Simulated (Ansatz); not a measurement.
IrO2: geometry relaxation (part 1 of 3)

- system: IrO2 (slab, 18 atoms in the cell)
- method: DFT PBEsol, scalar-relativistic, plane waves, PAW, no spin polarisation (Ansatz 0.2.0)

The structure derives from an entry of the Crystallography Open Database. It belongs to a series of runs on one base structure; here: (1 0 0) slab, atoms relaxed.

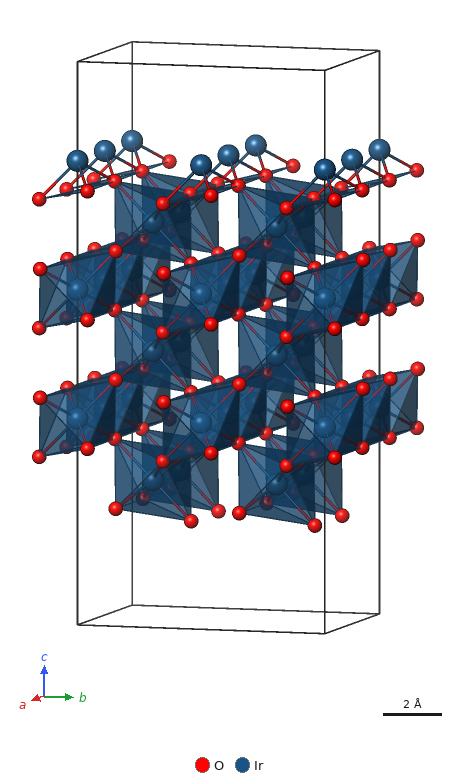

Fig. 1: The input geometry (polyhedral view of the 2 × 2 repeat of the cell, with the vacuum cut short, seen slightly off an axis; polyhedra are completed across the faces of the cell). An atom can appear more than once, as a periodic image.

### The input
```yaml
crystal:
  lattice:
    - [3.1535737106, 0.0, 0.0]
    - [0.0, 4.4714886336, 0.0]
    - [0.0, 0.0, 27.559436598]
  atoms:
    - { symbol: O, position: [0.5, 0.8087819577, 0.2721390901] }
    - { symbol: O, position: [0.0, 0.3087819577, 0.2912137076] }
    - { symbol: Ir, position: [0.5, 0.5, 0.3222386271] }
    - { symbol: O, position: [0.0, 0.6912180423, 0.3532635467] }
    - { symbol: O, position: [0.5, 0.1912180423, 0.3723381642] }
    - { symbol: Ir, position: [0.0, 0.0, 0.4033630837] }
    - { symbol: O, position: [0.5, 0.8087819577, 0.4343880032] }
    - { symbol: O, position: [0.0, 0.3087819577, 0.4534626207] }
    - { symbol: Ir, position: [0.5, 0.5, 0.4844875402] }
    - { symbol: O, position: [0.0, 0.6912180423, 0.5155124598] }
    - { symbol: O, position: [0.5, 0.1912180423, 0.5345870773] }
    - { symbol: Ir, position: [0.0, 0.0, 0.5656119968] }
    - { symbol: O, position: [0.5, 0.8087819577, 0.5966369163] }
    - { symbol: O, position: [0.0, 0.3087819577, 0.6157115338] }
    - { symbol: Ir, position: [0.5, 0.5, 0.6467364533] }
    - { symbol: O, position: [0.0, 0.6912180423, 0.6777613729] }
    - { symbol: O, position: [0.5, 0.1912180423, 0.6968359903] }
    - { symbol: Ir, position: [0.0, 0.0, 0.7278609099] }
basis:
  ecutwfc: 420
kpoints:
  mp_grid: { grid: [11, 8, 1] }
hamiltonian:
  xc: pbesol
scf:
  occupations: { method: gaussian, width: 0.1 }
output:
  forces: true
  eigenvalues: true
  write_density: true
  write_potential: true
  elf: true
  volumetric_format: npy
relax:
  adjacent_minimum: "off"
  f_tol: 0.02
  max_steps: 60
efield:
  axis: 3
  dipole_correction: true
  ramp_width: 0.04
```

Launched with:
```bash
ansatz run input.yaml --threads 2 --pin off --max-ram 5120MiB --backend cpu --events-out ev --progress --plain --runs-dir out
```

### What the program printed
```
Engine: ansatz 0.2.0, x86_64-unknown-linux-gnu
Pseudopotentials: kind: paw
Pseudopotential: O, paw, valence charge 6, recommended cutoff 420 eV (normal), O.paw.azcp
Pseudopotential: Ir, paw, valence charge 17, recommended cutoff 420 eV (normal), Ir.paw.azcp
Functional definition: PBEsol
  exchange = pbesol_x
  correlation = pbesol_c
Crystal: 18 atoms, lattice volume = 388.620 Å³
Basis set: ecut = 420 eV, 7621 PW (Γ), exchange–correlation on 48×60×384 points (8 copies of the dense FFT grid, shifted against one another)
Bands: 105, of which v1, the nominal top of the filled ones, is band 87 counted from 1 (86 counted from 0)
Symmetry: 2 space group operations
Space group: Pm (ITA 6), of the structure as read, at distance tolerance 7.3e-5 Å
k-points: 30 of 88 (time reversal used)
Non-local potential: O, projectors of the file, l = 0: 2, l = 1: 2, l = 2: 1
Non-local potential: Ir, projectors of the file, l = 0: 3, l = 1: 2, l = 2: 2, l = 3: 1
PAW form: soft (Blöchl's): semilocal exchange-correlation on the pseudo side does not see the compensation charge
PAW frozen core: O, regenerated for the run's functional, and the local potential with it (the file was generated under x = pbe(κ = 0.804, μ = 0.2195149727645171), c = pbe(β = 0.06672455060314922))
PAW frozen core: Ir, regenerated for the run's functional, and the local potential with it (the file was generated under x = pbe(κ = 0.804, μ = 0.2195149727645171), c = pbe(β = 0.06672455060314922))
PAW one-centre angular grid: O, 110 points (default); XC on 64 Gauss nodes
PAW one-centre angular grid: Ir, 590 points (default); XC on 64 Gauss nodes
Initial density: superposition of atomic densities (neutral atoms: chi_scale 0, normalization atom), corrected by the library's trained network
Initial wavefunctions: pseudopotential atomic-orbital guess
Functional: x = pbesol(κ = 0.804, μ = 0.12345679012345678), c = pbesol(β = 0.046)
SCF iter   1: F=—  HF=-77502.836399 eV  |F-HF|=—  |Δ(HF+E_count)|=         —  Δρ=2.29e-2  dr2=1.19e1  ethr=1.77e-3  p=0.290 e·Å  D=1.35e-1 V/Å  ΔV_dip=-3.72 eV  dr2_dipole=9.44e0  V_vac-E_F(+/−)=4.65/8.37 eV  ⟨swp⟩=7.1  Hψ=13067  notcnv=0  defer=32
efield: sawtooth ramp at fractional position 0.9800 (placed from the atoms, in the widest stretch of the axis that holds none; the zero of the levels goes with the place), width 0.0400; the density the first Hamiltonian is built on has a dipole p = 0.290 e·Å; the dipole correction subtracts the counter field D = 1.35e-1 V/Å, which shifts the + side's vacuum level by -3.72 eV against the − side's; the planar-averaged density in the ramp window peaks in size at 2.9e-5 e/Å³
preconditioner: auto → LDOS  [metal: Δε(μ)=0.011 eV  Ē_g=10.098 eV  σ=0.100 eV  W_gap=0.06  n_scr=76 (ndim 8)  ℏωp=21.1 eV  f_vac=0.470  D(μ)=10.10/eV (n_scr^D=62)  β→1.0]
SCF iter   2: F=—  HF=-77502.885834 eV  |F-HF|=—  |Δ(HF+E_count)|=   4.94e-2  Δρ=3.38e-2  dr2=2.31e1  ethr=1.77e-3  p=0.236 e·Å  D=1.10e-1 V/Å  ΔV_dip=-3.03 eV  dr2_dipole=1.35e1  V_vac-E_F(+/−)=4.93/7.96 eV  ⟨swp⟩=2.0  Hψ=5468  notcnv=0  defer=262
SCF iter   3: F=—  HF=-77502.541019 eV  |F-HF|=—  |Δ(HF+E_count)|=   3.45e-1  Δρ=1.21e-2  dr2=1.99e0  ethr=1.77e-3  p=0.252 e·Å  D=1.17e-1 V/Å  ΔV_dip=-3.24 eV  dr2_dipole=8.29e-1  V_vac-E_F(+/−)=4.88/8.11 eV  ⟨swp⟩=1.8  Hψ=2975  notcnv=0  defer=262
SCF iter   4: F=—  HF=-77502.537437 eV  |F-HF|=—  |Δ(HF+E_count)|=   3.58e-3  Δρ=9.11e-3  dr2=1.42e0  ethr=1.14e-3  p=0.253 e·Å  D=1.18e-1 V/Å  ΔV_dip=-3.25 eV  dr2_dipole=8.62e-1  V_vac-E_F(+/−)=4.88/8.13 eV  ⟨swp⟩=1.2  Hψ=3621  notcnv=0  defer=245
SCF iter   5: F=—  HF=-77502.530862 eV  |F-HF|=—  |Δ(HF+E_count)|=   6.57e-3  Δρ=3.45e-3  dr2=2.42e-1  ethr=8.18e-4  p=0.248 e·Å  D=1.15e-1 V/Å  ΔV_dip=-3.18 eV  dr2_dipole=1.52e-1  V_vac-E_F(+/−)=4.93/8.11 eV  ⟨swp⟩=1.0  Hψ=2930  notcnv=0  defer=245
SCF iter   6: F=—  HF=-77502.527496 eV  |F-HF|=—  |Δ(HF+E_count)|=   3.37e-3  Δρ=1.58e-3  dr2=3.59e-2  ethr=1.39e-4  p=0.245 e·Å  D=1.14e-1 V/Å  ΔV_dip=-3.15 eV  dr2_dipole=2.00e-2  V_vac-E_F(+/−)=4.95/8.10 eV  ⟨swp⟩=2.0  Hψ=3489  notcnv=0  defer=245
SCF iter   7: F=—  HF=-77502.525918 eV  |F-HF|=—  |Δ(HF+E_count)|=   1.58e-3  Δρ=2.70e-4  dr2=3.06e-4  ethr=2.06e-5  p=0.245 e·Å  D=1.14e-1 V/Å  ΔV_dip=-3.14 eV  dr2_dipole=3.13e-6  V_vac-E_F(+/−)=4.96/8.10 eV  ⟨swp⟩=2.0  Hψ=4338  notcnv=0  defer=245
SCF iter   8: F=—  HF=-77502.526321 eV  |F-HF|=—  |Δ(HF+E_count)|=   4.03e-4  Δρ=3.07e-4  dr2=1.90e-3  ethr=1.76e-7  p=0.245 e·Å  D=1.14e-1 V/Å  ΔV_dip=-3.14 eV  dr2_dipole=1.11e-3  V_vac-E_F(+/−)=4.96/8.10 eV  ⟨swp⟩=2.0  Hψ=4728  notcnv=0  defer=245
SCF iter   9: F=—  HF=-77502.526339 eV  |F-HF|=—  |Δ(HF+E_count)|=   1.83e-5  Δρ=1.90e-4  dr2=6.26e-4  ethr=1.76e-7  p=0.245 e·Å  D=1.14e-1 V/Å  ΔV_dip=-3.14 eV  dr2_dipole=3.70e-4  V_vac-E_F(+/−)=4.96/8.10 eV  ⟨swp⟩=1.0  Hψ=2910  notcnv=0  defer=245
iter 10 did not close the SCF: its close was put off until two iterations running show no level that it waits for move by more than its bar (scf_convergence_deferred on its scf_iter line)
SCF iter  10: F=-77502.526341 eV  HF=-77502.526343 eV  |F-HF|=2.30e-6  |Δ(HF+E_count)|=   3.69e-6  Δρ=2.52e-5  dr2=3.13e-6  ethr=5.75e-9  p=0.245 e·Å  D=1.14e-1 V/Å  ΔV_dip=-3.14 eV  dr2_dipole=1.42e-6  V_vac-E_F(+/−)=4.96/8.10 eV  ⟨swp⟩=22.0  Hψ=31368  notcnv=0
SCF iter  11: F=-77502.526344 eV  HF=-77502.526344 eV  |F-HF|=9.04e-8  |Δ(HF+E_count)|=   1.19e-6  Δρ=8.14e-6  dr2=3.54e-7  ethr=1.80e-9  p=0.245 e·Å  D=1.14e-1 V/Å  ΔV_dip=-3.14 eV  dr2_dipole=1.38e-7  V_vac-E_F(+/−)=4.96/8.10 eV  ⟨swp⟩=12.7  Hψ=25617  notcnv=0
SCF 1 converged in 11 iterations: F = -77502.526344 eV  dr2 = 3.54e-7
  greatest PAW one-centre occupation: 1.000 electrons in one spin orbital (limit 2), on the Ir atom at site 2 (counted from 0), in its partial waves of l = 0
relax step   1: F+E_penalty+E_count = -77502.52634440 eV  Δ(F+E_penalty+E_count) = +0.000e0 eV  max|allowed force component| = 5.645e0 eV/Å  Δτ_max = 0.0000 Å  (11 SCF iters, dr2 threshold 1.00e-5 eV, accepted)
Initial density: handed on by an earlier stage of this run
Initial wavefunctions: those handed on with the density
SCF iter   1: F=—  HF=-77503.894220 eV  |F-HF|=—  |Δ(HF+E_count)|=         —  Δρ=2.00e-2  dr2=6.58e0  ethr=3.10e-3  p=0.245 e·Å  D=1.14e-1 V/Å  ΔV_dip=-3.14 eV  dr2_dipole=2.31e0  V_vac-E_F(+/−)=4.90/8.03 eV  ⟨swp⟩=3.3  Hψ=6909  notcnv=0  defer=186
efield: sawtooth ramp at fractional position 0.9800 (handed on by an earlier solve), width 0.0400; the density the first Hamiltonian is built on has a dipole p = 0.245 e·Å; the dipole correction subtracts the counter field D = 1.14e-1 V/Å, which shifts the + side's vacuum level by -3.14 eV against the − side's; the planar-averaged density in the ramp window peaks in size at 2.0e-6 e/Å³
preconditioner: auto → LDOS  [metal: Δε(μ)=0.022 eV  Ē_g=10.370 eV  σ=0.100 eV  W_gap=0.12  n_scr=76 (ndim 8)  ℏωp=21.1 eV  f_vac=0.475  D(μ)=7.90/eV (n_scr^D=38)  β→1.0]
SCF iter   2: F=—  HF=-77504.109083 eV  |F-HF|=—  |Δ(HF+E_count)|=   2.15e-1  Δρ=3.17e-2  dr2=3.46e1  ethr=3.10e-3  p=0.134 e·Å  D=6.22e-2 V/Å  ΔV_dip=-1.72 eV  dr2_dipole=1.88e1  V_vac-E_F(+/−)=5.09/6.80 eV  ⟨swp⟩=2.0  Hψ=4569  notcnv=0  defer=258  recentre
SCF iter   3: F=—  HF=-77503.704882 eV  |F-HF|=—  |Δ(HF+E_count)|=   4.04e-1  Δρ=1.03e-2  dr2=2.73e0  ethr=3.10e-3  p=0.213 e·Å  D=9.90e-2 V/Å  ΔV_dip=-2.73 eV  dr2_dipole=1.53e0  V_vac-E_F(+/−)=4.91/7.64 eV  ⟨swp⟩=2.0  Hψ=4809  notcnv=0  defer=239
SCF iter   4: F=—  HF=-77503.657343 eV  |F-HF|=—  |Δ(HF+E_count)|=   4.75e-2  Δρ=2.17e-3  dr2=1.77e-2  ethr=1.57e-3  p=0.180 e·Å  D=8.38e-2 V/Å  ΔV_dip=-2.31 eV  dr2_dipole=3.02e-3  V_vac-E_F(+/−)=5.00/7.31 eV  ⟨swp⟩=1.4  Hψ=3496  notcnv=0  defer=233
SCF iter   5: F=—  HF=-77503.652734 eV  |F-HF|=—  |Δ(HF+E_count)|=   4.61e-3  Δρ=1.13e-3  dr2=1.28e-2  ethr=1.02e-5  p=0.178 e·Å  D=8.30e-2 V/Å  ΔV_dip=-2.29 eV  dr2_dipole=5.43e-3  V_vac-E_F(+/−)=5.00/7.29 eV  ⟨swp⟩=2.0  Hψ=4529  notcnv=0  defer=249
SCF iter   6: F=—  HF=-77503.652672 eV  |F-HF|=—  |Δ(HF+E_count)|=   6.18e-5  Δρ=3.90e-4  dr2=6.67e-4  ethr=7.37e-6  p=0.175 e·Å  D=8.15e-2 V/Å  ΔV_dip=-2.24 eV  dr2_dipole=1.63e-4  V_vac-E_F(+/−)=5.01/7.25 eV  ⟨swp⟩=1.0  Hψ=2884  notcnv=0  defer=249
SCF iter   7: F=—  HF=-77503.652999 eV  |F-HF|=—  |Δ(HF+E_count)|=   3.27e-4  Δρ=2.00e-4  dr2=4.36e-4  ethr=3.83e-7  p=0.174 e·Å  D=8.10e-2 V/Å  ΔV_dip=-2.23 eV  dr2_dipole=1.80e-4  V_vac-E_F(+/−)=5.01/7.24 eV  ⟨swp⟩=2.0  Hψ=4457  notcnv=0  defer=249
SCF iter   8: F=—  HF=-77503.653047 eV  |F-HF|=—  |Δ(HF+E_count)|=   4.75e-5  Δρ=1.29e-4  dr2=8.19e-5  ethr=5.75e-8  p=0.174 e·Å  D=8.11e-2 V/Å  ΔV_dip=-2.23 eV  dr2_dipole=1.04e-6  V_vac-E_F(+/−)=5.01/7.24 eV  ⟨swp⟩=23.0  Hψ=33356  notcnv=0
SCF iter   9: F=-77503.653047 eV  HF=-77503.653067 eV  |F-HF|=2.01e-5  |Δ(HF+E_count)|=   2.01e-5  Δρ=7.25e-5  dr2=3.01e-5  ethr=4.71e-8  p=0.174 e·Å  D=8.11e-2 V/Å  ΔV_dip=-2.23 eV  dr2_dipole=5.56e-6  V_vac-E_F(+/−)=5.01/7.24 eV  ⟨swp⟩=16.6  Hψ=29746  notcnv=0
SCF 2 converged in 9 iterations: F = -77503.653047 eV  dr2 = 3.01e-5
[... from here on the iterations of each SCF are left out, up to the last one ...]
relax step   2: F+E_penalty+E_count = -77503.65304651 eV  Δ(F+E_penalty+E_count) = -1.127e0 eV  max|allowed force component| = 1.568e0 eV/Å  Δτ_max = 0.1675 Å  (9 SCF iters, dr2 threshold 1.00e-4 eV, accepted)
efield: sawtooth ramp at fractional position 0.9800 (handed on by an earlier solve), width 0.0400; the density the first Hamiltonian is built on has a dipole p = 0.174 e·Å; the dipole correction subtracts the counter field D = 8.11e-2 V/Å, which shifts the + side's vacuum level by -2.23 eV against the − side's; the planar-averaged density in the ramp window peaks in size at 1.8e-6 e/Å³
preconditioner: auto → LDOS  [metal: Δε(μ)=0.032 eV  Ē_g=10.483 eV  σ=0.100 eV  W_gap=0.18  n_scr=76 (ndim 8)  ℏωp=21.1 eV  f_vac=0.478  D(μ)=7.51/eV (n_scr^D=38)  β→1.0]
SCF 3 converged in 9 iterations: F = -77503.860951 eV  dr2 = 1.49e-5
relax step   3: F+E_penalty+E_count = -77503.86095092 eV  Δ(F+E_penalty+E_count) = -2.079e-1 eV  max|allowed force component| = 1.806e0 eV/Å  Δτ_max = 0.1985 Å  (9 SCF iters, dr2 threshold 1.00e-4 eV, accepted)
efield: sawtooth ramp at fractional position 0.9800 (handed on by an earlier solve), width 0.0400; the density the first Hamiltonian is built on has a dipole p = 0.130 e·Å; the dipole correction subtracts the counter field D = 6.06e-2 V/Å, which shifts the + side's vacuum level by -1.67 eV against the − side's; the planar-averaged density in the ramp window peaks in size at 2.9e-6 e/Å³
preconditioner: auto → LDOS  [metal: Δε(μ)=0.006 eV  Ē_g=10.439 eV  σ=0.100 eV  W_gap=0.03  n_scr=76 (ndim 8)  ℏωp=21.1 eV  f_vac=0.477  D(μ)=12.59/eV (n_scr^D=80)  β→1.0]
SCF 4 converged in 6 iterations: F = -77503.936932 eV  dr2 = 3.38e-5
relax step   4: F+E_penalty+E_count = -77503.93693186 eV  Δ(F+E_penalty+E_count) = -7.598e-2 eV  max|allowed force component| = 2.576e-1 eV/Å  Δτ_max = 0.0423 Å  (6 SCF iters, dr2 threshold 1.00e-4 eV, accepted)
efield: sawtooth ramp at fractional position 0.9800 (handed on by an earlier solve), width 0.0400; the density the first Hamiltonian is built on has a dipole p = 0.149 e·Å; the dipole correction subtracts the counter field D = 6.94e-2 V/Å, which shifts the + side's vacuum level by -1.91 eV against the − side's; the planar-averaged density in the ramp window peaks in size at 3.8e-6 e/Å³
preconditioner: auto → LDOS  [metal: Δε(μ)=0.004 eV  Ē_g=10.421 eV  σ=0.100 eV  W_gap=0.02  n_scr=76 (ndim 8)  ℏωp=21.1 eV  f_vac=0.476  D(μ)=11.48/eV (n_scr^D=76)  β→1.0]
SCF 5 converged in 9 iterations: F = -77503.929169 eV  dr2 = 3.14e-7
relax step   5: F+E_penalty+E_count = -77503.92916909 eV  Δ(F+E_penalty+E_count) = +7.763e-3 eV  max|allowed force component| = 4.162e-1 eV/Å  Δτ_max = 0.0409 Å  (9 SCF iters, dr2 threshold 4.15e-6 eV, rejected (line search))
efield: sawtooth ramp at fractional position 0.9800 (handed on by an earlier solve), width 0.0400; the density the first Hamiltonian is built on has a dipole p = 0.148 e·Å; the dipole correction subtracts the counter field D = 6.91e-2 V/Å, which shifts the + side's vacuum level by -1.90 eV against the − side's; the planar-averaged density in the ramp window peaks in size at 2.7e-6 e/Å³
preconditioner: auto → LDOS  [metal: Δε(μ)=0.003 eV  Ē_g=10.441 eV  σ=0.100 eV  W_gap=0.02  n_scr=76 (ndim 8)  ℏωp=21.1 eV  f_vac=0.477  D(μ)=11.76/eV (n_scr^D=76)  β→1.0]
SCF 6 converged in 10 iterations: F = -77503.942620 eV  dr2 = 1.47e-8
relax step   6: F+E_penalty+E_count = -77503.94261965 eV  Δ(F+E_penalty+E_count) = -5.688e-3 eV  max|allowed force component| = 3.792e-2 eV/Å  Δτ_max = 0.0195 Å  (10 SCF iters, accepted)
```
